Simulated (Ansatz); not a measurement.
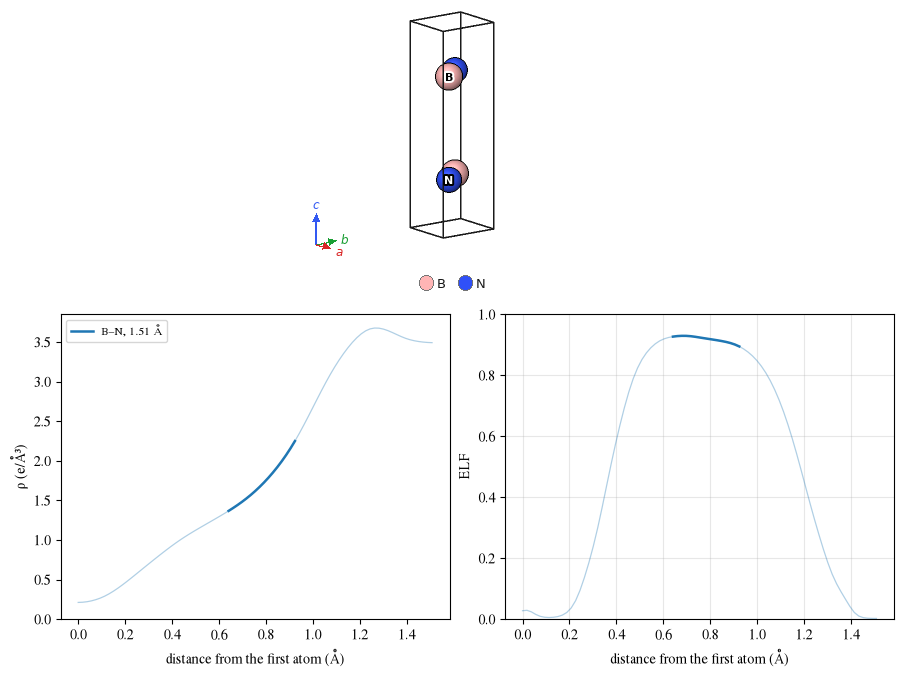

*BN. Valence charge density (pseudo) and ELF along straight lines between neighbouring atoms. Thin, pale parts lie inside the atomic spheres. The structure is drawn too.*

Space group P6₃/mmc; started from the measured structure prototype, which need not be the ambient phase; changed on purpose from its base cell (epitaxial xy strain +4.5%); computed pressure about −27 GPa in this cell.

These are results of Ansatz, DFT, r2SCAN, plane waves, PAW, not measurements.

Core electrons are frozen (PAW), and the valence fields are smoothed inside the atomic spheres.

Question: What can be read from the curves?

Answer: B–N (1.51 Å): ρ at the midpoint is about 1.6 e/Å³; the ELF peaks at about 0.95 between the atoms; a shared but strongly polarised pair.
